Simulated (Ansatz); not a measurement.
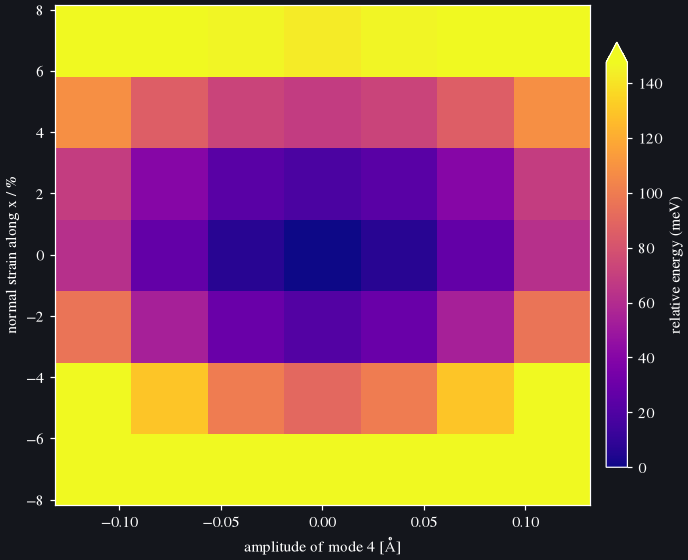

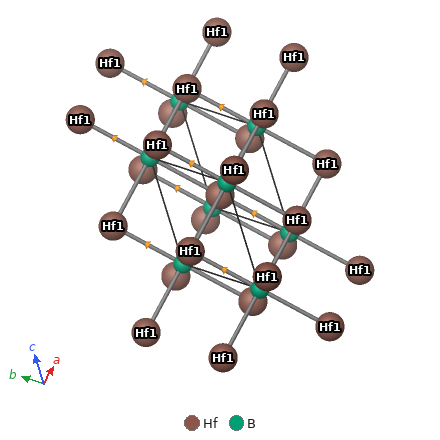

Energy landscape of HfB (Fm-3m, No. 225; 2 atoms in the cell). 
- The energy is mapped over a normal mode and a strain (zone-centre modes of the 2-atom cell of this scan) (x, y and z along the cube axes).
- The first coordinate is: amplitude of mode 4 (471 cm⁻¹), largest displacement in the unstrained cell; the second: normal strain along x.
- Nothing is relaxed (the pattern is fixed in fractional coordinates).
- The grid has 7 × 7 points; 28 points were computed and 21 follow by symmetry.
- Points are written as (first, second).
- Energies: meV per cell, counted from the lowest grid point.
- Level of theory: DFT PBEsol, scalar-relativistic, plane waves, PAW (Ansatz). Settings: cutoff 520 eV, k-mesh 16×16×16, gaussian smearing 0.15 eV, no spin polarisation.

The picture shows one coloured cell a grid point, one colour for all values above the top of the scale. The second picture is the structure at the lowest point

Where are the wells?

The lowest grid point is at (0.000 Å, 0.00 %). It is the only kind of minimum in the scanned range. The highest grid point, (−0.113 Å, −7.00 %), lies 321 meV above the lowest.

Grid values (meV):

| second ↓, first → | −0.113 | −0.075 | −0.038 | 0.000 | 0.038 | 0.075 | 0.113 |
| --- | --- | --- | --- | --- | --- | --- | --- |
| 7.00 | 173 | 156 | 146 | 143 | 146 | 156 | 173 |
| 4.67 | 108 | 85 | 72 | 68 | 72 | 85 | 108 |
| 2.33 | 69 | 40 | 24 | 18 | 24 | 40 | 69 |
| 0.00 | 62 | 27 | 7 | 0 | 7 | 27 | 62 |
| −2.33 | 96 | 54 | 29 | 21 | 29 | 54 | 96 |
| −4.67 | 180 | 129 | 100 | 90 | 100 | 129 | 180 |
| −7.00 | 321 | 263 | 228 | 217 | 228 | 263 | 321 |

Time for the 28 points that were run: 18 min on 1 thread of Arm Neoverse N1 (shared host).
